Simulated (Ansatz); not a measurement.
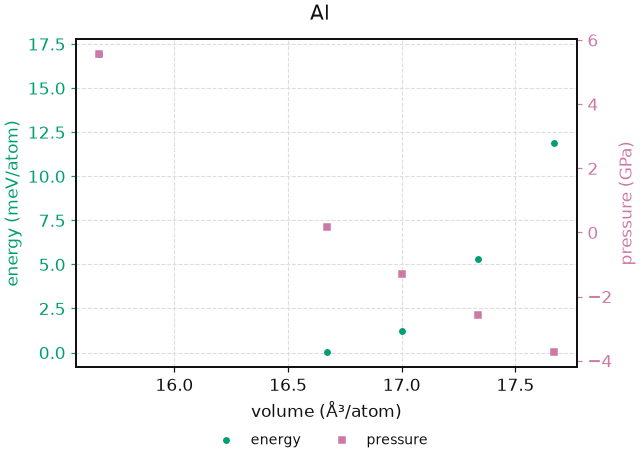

Plotted: energy and pressure against volume for Al, space group P6_3/mmc (No. 194).

The given structure:
```cif
data_structure
_symmetry_space_group_name_H-M 'P 1'
_symmetry_Int_Tables_number 1
_cell_length_a 2.8125
_cell_length_b 2.8125
_cell_length_c 4.8669
_cell_angle_alpha 90.000
_cell_angle_beta 90.000
_cell_angle_gamma 120.000
_cell_volume 33.34
loop_
_atom_site_label
_atom_site_type_symbol
_atom_site_fract_x
_atom_site_fract_y
_atom_site_fract_z
_atom_site_occupancy
Al1 Al 0.33333 0.66667 0.25000 1
Al2 Al 0.66667 0.33333 0.75000 1
```

Computed with Ansatz 0.2.0: all-electron LAPW DFT, no spin polarisation; energies at scaled volumes of the given cell, shape and fractions fixed, counted from the fit's minimum, third-order Birch-Murnaghan fit. Level: PBE.

```csv
setting,value
k mesh,11×11×6
occupations,Fermi–Dirac
smearing width,0.05 eV
potentials,"all electron LAPW, scalar relativistic"
program settings,basis error eV/atom 0.0005
```

The points at volume 16.00 Å³/atom and 16.34 Å³/atom are left out of the plot. What values does the calculation give there?

```tsv
volume (Å³/atom)	energy (meV/atom)	pressure (GPa)
16.00	7.49	3.56
16.34	1.98	1.77
```

Caveats: shape and atomic fractions are frozen while scaling, which makes layered, chain and framework solids too stiff.
